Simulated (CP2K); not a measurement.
**NaF: 6 runs along one coordinate**

System: NaF (2 atoms in the cell).
Method: Kohn-Sham DFT of a periodic cell, PBEsol, GTH-PBE with UZH-TZVP basis, no spin polarisation (CP2K 2026.2).

The 6 runs differ only in the geometry, by an even scaling of the cell at fixed fractional positions. The structure derives from an entry of the Crystallography Open Database.

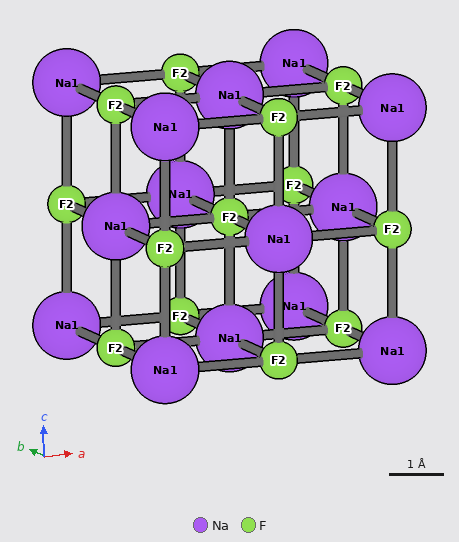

Figure 1. The structure of run 4 (ball-and-stick view of the cell 4 times as large as that of the calculation, set on its symmetry axes, seen slightly off an axis; atoms are numbered from 1 in the order of the input).

### Input of run 4
```
&GLOBAL
  PROJECT naf_eos
  RUN_TYPE ENERGY_FORCE
  PRINT_LEVEL LOW
&END GLOBAL
&FORCE_EVAL
  METHOD QS
  STRESS_TENSOR ANALYTICAL
  &DFT
    BASIS_SET_FILE_NAME BASIS_MOLOPT_UZH
    POTENTIAL_FILE_NAME POTENTIAL_UZH
    WFN_RESTART_FILE_NAME previous-RESTART.kp
    &MGRID
      CUTOFF 1350
      REL_CUTOFF 60
      NGRIDS 4
    &END MGRID
    &QS
      METHOD GPW
      EPS_DEFAULT 1.0E-9
    &END QS
    &KPOINTS
      SCHEME MONKHORST-PACK 10 10 10
      GAMMA_CENTERED T
      SYMMETRY T
      SYMMETRY_BACKEND SPGLIB
    &END KPOINTS
    &SCF
      SCF_GUESS RESTART
      EPS_SCF 1.0E-6
      MAX_SCF 100
      ADDED_MOS 10
      CHOLESKY OFF
      EPS_EIGVAL 1.0E-7
      &DIAGONALIZATION ON
        ALGORITHM STANDARD
      &END DIAGONALIZATION
      &MIXING ON
        METHOD BROYDEN_MIXING
        ALPHA 0.4
        BETA 1.5
        NBUFFER 8
      &END MIXING
      &SMEAR ON
        METHOD FERMI_DIRAC
        ELECTRONIC_TEMPERATURE [K] 1160.452
      &END SMEAR
    &END SCF
    &XC
      &XC_FUNCTIONAL
        &GGA_X_PBE_SOL
        &END GGA_X_PBE_SOL
        &GGA_C_PBE_SOL
        &END GGA_C_PBE_SOL
      &END XC_FUNCTIONAL
    &END XC
    &PRINT
      &KPOINTS ON
      &END KPOINTS
      &MULLIKEN ON
      &END MULLIKEN
      &MO ON
        ENERGIES T
        OCCUPATION_NUMBERS T
        &EACH
          QS_SCF 0
        &END EACH
        ADD_LAST NUMERIC
      &END MO
    &END PRINT
  &END DFT
  &SUBSYS
    &CELL
      ABC 3.3027044123 3.3027044123 3.3027044123
      ALPHA_BETA_GAMMA 59.9999999981 59.9999999989 59.9999999989
      PERIODIC XYZ
    &END CELL
    &COORD
      Na  0.0000000000 0.0000000000 0.0000000000
      F   3.3027044123 1.9068172815 1.3483234302
    &END COORD
    &KIND Na
      BASIS_SET TZVP-MOLOPT-PBE-GTH-q9
      POTENTIAL GTH-PBE-q9
    &END KIND
    &KIND F
      BASIS_SET TZVP-MOLOPT-PBE-GTH-q7
      POTENTIAL GTH-PBE-q7
    &END KIND
    &PRINT
      &ATOMIC_COORDINATES ON
      &END ATOMIC_COORDINATES
      &CELL ON
      &END CELL
      &SYMMETRY ON
      &END SYMMETRY
    &END PRINT
  &END SUBSYS
  &PRINT
    &FORCES ON
    &END FORCES
    &STRESS_TENSOR ON
    &END STRESS_TENSOR
  &END PRINT
&END FORCE_EVAL
```

Command:
```bash
OMP_NUM_THREADS=2 cp2k.psmp -i naf_eos.inp -o naf_eos.out
```

Lattice vectors (Å) and fractional positions of run 4:
```
   3.302704    0.000000    0.000000
   1.651352    2.860226    0.000000
   1.651352    0.953409    2.696647
Na  0.000000  0.000000  0.000000
F   0.500000  0.500000  0.500000
```

Run 5 has the same physical settings and fractional positions; its lattice vectors (Å) are:
```
   3.324151    0.000000    0.000000
   1.662076    2.878799    0.000000
   1.662076    0.959600    2.714158
```

### Results, with one run withheld

| run | volume per atom (Å³) | free energy per atom, from the lowest run given (meV) | pressure (GPa) | gap on the mesh (eV) |
| --- | --- | --- | --- | --- |
| 1 | 11.738 | 9.82 | 4.03 | 6.45 |
| 2 | 11.988 | 4.57 | 2.73 | 6.33 |
| 3 | 12.237 | 1.63 | 1.55 | 6.22 |
| 4 | 12.737 | 0.00 | −0.43 | 6.01 |
| 5 | 12.987 | ? | ? | ? |
| 6 | 13.236 | 3.89 | −2.02 | 5.83 |

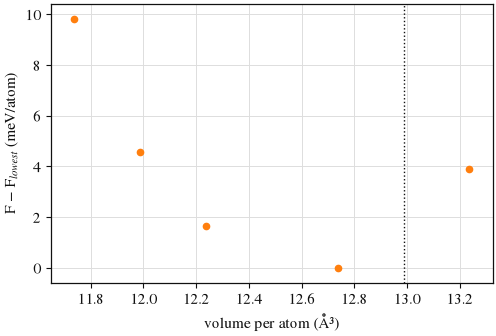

Figure 2. Free energy per atom of the runs given; the dotted line marks run 5.

Fit the runs given and predict run 5.

A cubic polynomial in V^(−2/3) (the Birch–Murnaghan form), fitted to the 5 runs given, misses them by at most 0.12 meV per atom. With x = V^(−2/3) − 0.18698 Å⁻², it reads F = 0.53648 + 571.37 x + 1.2139e+05 x² + 3.978e+05 x³ (meV per atom). At run 5 it gives 1.38 meV per atom, and the run itself gives 1.33. The slope of the fit gives a pressure −dF/dV of −1.25 GPa there, and the run prints −1.27 GPa. The fit has its minimum at 12.608 Å³ per atom, where V d²F/dV² gives 45.6 GPa: the bulk modulus at this level, since symmetry fixes the shape and the positions. The gap on the mesh goes, without turning, from 6.45 eV in run 1 to 5.83 eV in run 6; run 5 has 5.92 eV. These are gaps of this functional on this mesh, which can miss the band edges; they aren't the measured gap.

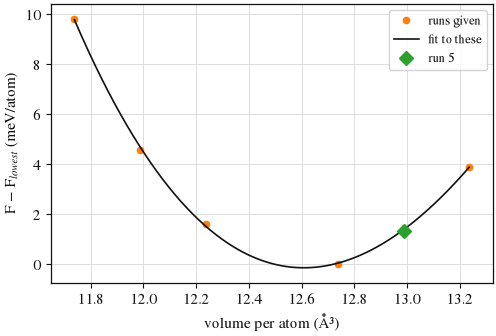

Figure 3. The fit and the withheld run.

### Some lines of the output (run 5)
```
[...]
 CELL| Volume [angstrom^3]:                                            25.973309
 CELL_REF| Volume [angstrom^3]:                                        25.973309
                        Smear method:                                FERMI_DIRAC
  Step     Update method      Time    Convergence         Total energy    Change
  Fermi energy:                                                 0.11144715890028
  Total energy:                                               -72.07963878710058
  Total energy (extrapolated to T->0):                        -72.07963878710058
 MO| E(Fermi):            0.111447 a.u.          3.032631 eV
 MO| Band gap:            0.383083 a.u.         10.424228 eV
 MO| Band gap:            0.416306 a.u.         11.328273 eV
 MO| Band gap:            0.457524 a.u.         12.449860 eV
 MO| Band gap:            0.488500 a.u.         13.292748 eV
 MO| Band gap:            0.471511 a.u.         12.830474 eV
 MO| Band gap:            0.424986 a.u.         11.564449 eV
```
